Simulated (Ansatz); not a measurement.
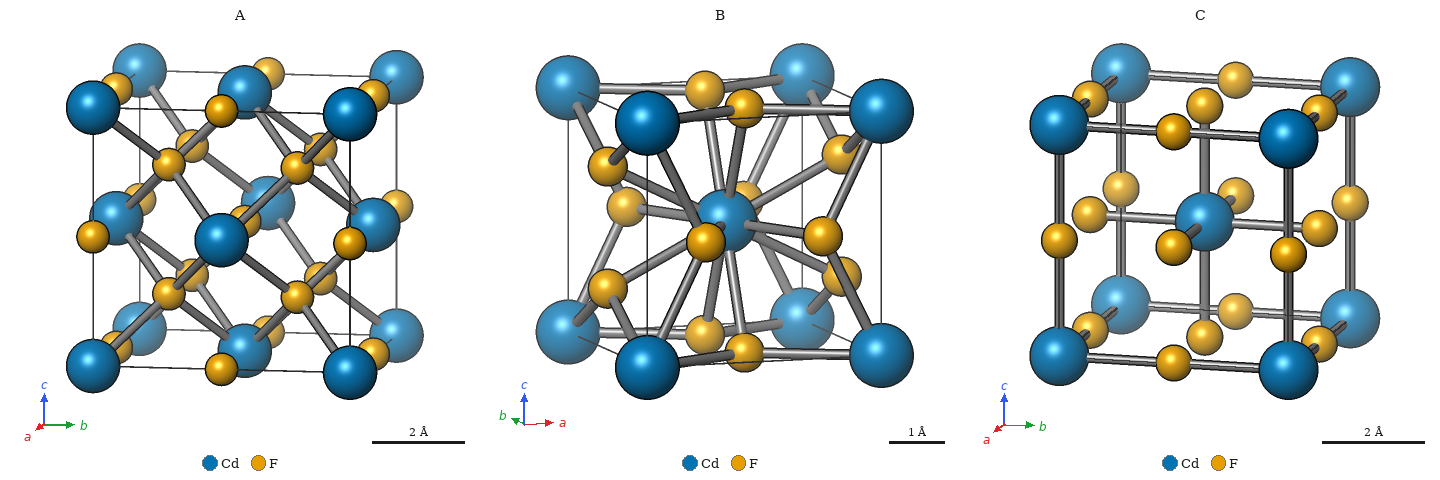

Three structures of CdF3, each relaxed to rest (conventional cells in solid outline, small ones repeated, each panel with its own scale). Method: DFT PBE, scalar-relativistic, plane waves, PAW (Ansatz), with collinear spins.

**What are the structures shown?**

A: D0₃ (BiF₃ or Fe₃Al type), Fm-3m; B: Cr₃Si (A15) type, Pm-3n; C: 8 atoms a cell on a body-centred cubic lattice, Im-3m.

**Rank them by energy, lowest first.**

B, then A (+107 meV/atom) and C (+120 meV/atom), energies at zero smearing.

**Collect the results in a table.**

| panel | structure | E − E(lowest) (meV/atom) | volume (Å³/atom) | gap (eV) |
| --- | --- | --- | --- | --- |
| B | Pm-3n | 0 | 11.4 | metal |
| A | Fm-3m | 107 | 11.5 | metal |
| C | Im-3m | 120 | 12.9 | metal |

Some of these may be structure types tried for this composition rather than known phases, and the most stable form need not be among them. Gaps are taken on the k-mesh or band path of each run.
